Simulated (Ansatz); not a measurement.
Cu2O (space group Pn-3m, No. 224): the input geometry of an electronic-structure calculation (not necessarily at equilibrium).

```xyz
6
Lattice="4.2580 0.0000 0.0000 0.0000 4.2580 0.0000 0.0000 0.0000 4.2580" Properties=species:S:1:pos:R:3 pbc="T T T"
O     0.0000    0.0000    0.0000
O     2.1290    2.1290    2.1290
Cu    1.0645    1.0645    1.0645
Cu    1.0645    3.1935    3.1935
Cu    3.1935    3.1935    1.0645
Cu    3.1935    1.0645    3.1935
```

Bonds are taken as Cu–O below 2.1 Å; no other contact counts. Simplification: prune 0- and 1-connected atoms, fold 2-connected ones into links.

What net does this leave?

The result is a uninodal 4-connected, three-periodic net: O is a 4-connected node. Cu becomes part of the edges. It is the dia net, known from diamond, zinc blende and cristobalite. Two identical nets interpenetrate without a bond between them.

```
node  links  point symbol  coordination sequence
   O      4            6⁶          4 12 24 42 64
```

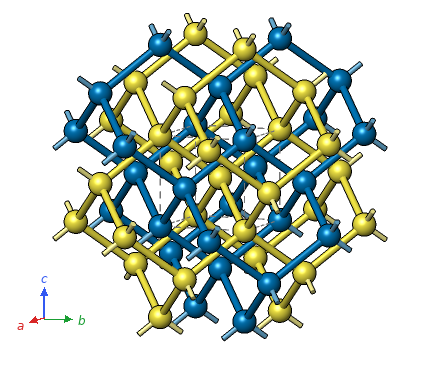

Colours tell the separate nets apart. Short stubs are edges that leave the cut-out.
